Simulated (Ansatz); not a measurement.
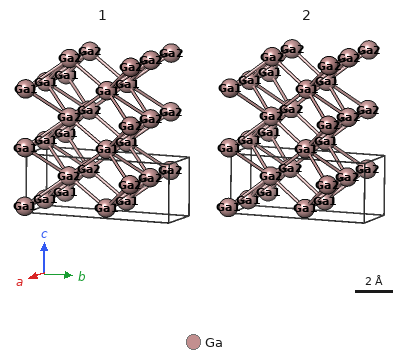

Two geometries of crystalline Ga (set up in C2/c), drawn at one scale. One is the start of a relaxation, the other its converged end. A ball-and-stick model of the conventional cell (2 times the calculation's cell), repeated 2 × 1 × 3 with one cell outlined, seen slightly off an axis. Lengths and directions refer to the drawn axes.

Theory: DFT, RPBE, plane waves (420 eV) with PAW, scalar-relativistic (Ansatz 0.2.0). Settings: plane-wave cutoff 420 eV; k-point mesh 12 × 12 × 10; occupations fermi dirac; smearing width 0.1 eV; no spin polarisation; cell and atoms relaxed; force threshold 0.01 eV/Å; at most 60 steps.

### Which of the two is the end point?

Structure 1 is the relaxed one. Phase: beta-Ga. After 11 accepted moves (13 points after the start) the energy has fallen by 20.1 meV per atom. The largest force component goes from 0.19 to under 0.0001 eV/Å. Pressure: 3.79 GPa at the start and 0.00 GPa at the end. The line search rejected the trial step at point 7 of the run. At 1 point the geometry stayed and the basis and grid were re-selected for the new cell (energy shift of 0.5 meV per atom at most each time). The largest moves relative to the cell, 0.012 Å, are those of Ga1 and Ga2. Ga1 goes along +b. Cell: a 2.766 → 2.821 Å (+2.0 %), b 8.053 → 8.592 Å (+6.7 %), c 3.332 → 3.286 Å (−1.4 %), β 92.0° → 90.0°. Volume +7.4 %. Some distances before and after: Ga1–Ga2 2.688 → 2.806 Å, Ga1–Ga2 (another image) 2.863 → 2.962 Å, Ga1–Ga1 2.766 → 2.821 Å, Ga1–Ga2 (another image) 2.920 → 2.963 Å. The space group (tolerance 0.01 Å) goes from C2/c (No. 15) to Cmcm (No. 63).
